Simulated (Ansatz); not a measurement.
PbS (slab)

```cif
data_structure
_symmetry_space_group_name_H-M 'P 1'
_symmetry_Int_Tables_number 1
_cell_length_a 4.1744
_cell_length_b 5.9035
_cell_length_c 23.3488
_cell_angle_alpha 90.000
_cell_angle_beta 90.000
_cell_angle_gamma 90.000
_cell_volume 575.39
loop_
_atom_site_label
_atom_site_type_symbol
_atom_site_fract_x
_atom_site_fract_y
_atom_site_fract_z
_atom_site_occupancy
Pb1 Pb 0.50000 0.00000 0.32645 1
S1 S 0.50000 0.50000 0.32617 1
Pb2 Pb 0.00000 0.50000 0.40661 1
S2 S 0.00000 0.00000 0.40642 1
Pb3 Pb 0.50000 0.00000 0.50000 1
S3 S 0.50000 0.50000 0.50000 1
Pb4 Pb 0.00000 0.50000 0.59339 1
S4 S 0.00000 0.00000 0.59358 1
Pb5 Pb 0.50000 0.00000 0.67355 1
S5 S 0.50000 0.50000 0.67383 1
```

Built by placing these elements on a known structure type.

Computed with Ansatz 0.2.0, DFT PBEsol, scalar-relativistic, plane waves, PAW.

In a PAW calculation such maps are meaningful between the atoms, not at the nuclei.

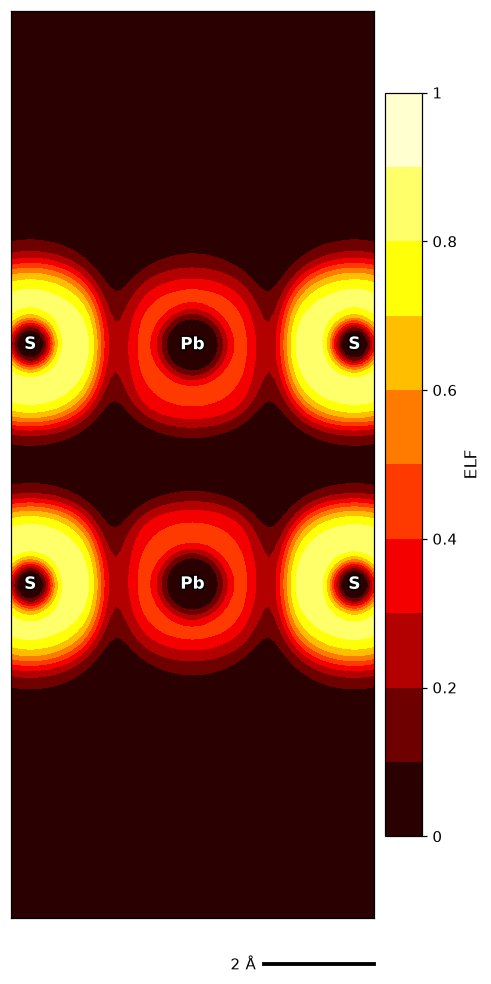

Figure 1. Electron localisation function on the (100) plane of the calculation cell, a cut from vacuum to vacuum.

> Read the bonding off the picture.

Atoms in the plane: Pb and S.
Pb–S (2.95 Å): the ELF peaks at about 0.90 in the valence shell of S, 0.8 Å from its nucleus, and drops to about 0.20 between the two atoms.

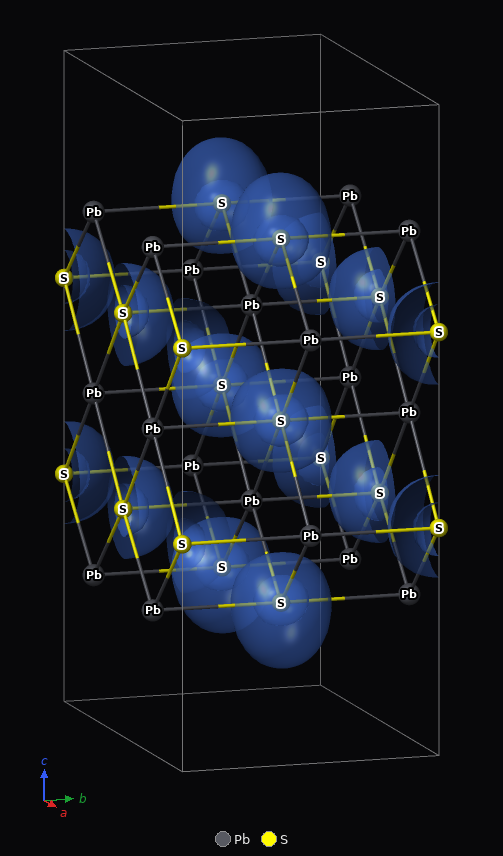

Figure 2. Isosurface of the ELF at 0.75 (blue), seen slightly off an axis. Only the valence region is drawn (cores and ρ < 0.01 e/Å³ removed). Sticks mark near contacts.

> What do the ELF domains correspond to?

The ELF exceeds this value in five regions wrapped around S (the valence shell of each), counted in one cell of 10 atoms. Counts are for one cell; the picture repeats the cell along the surface.


Pb–S (2.80 Å): the ELF peaks at about 0.85 in the valence shell of S, 0.8 Å from its nucleus, and drops to about 0.25 between the two atoms.

> Metal or insulator at this level of theory?

It is metallic or semimetallic at this level of theory: no gap opens.
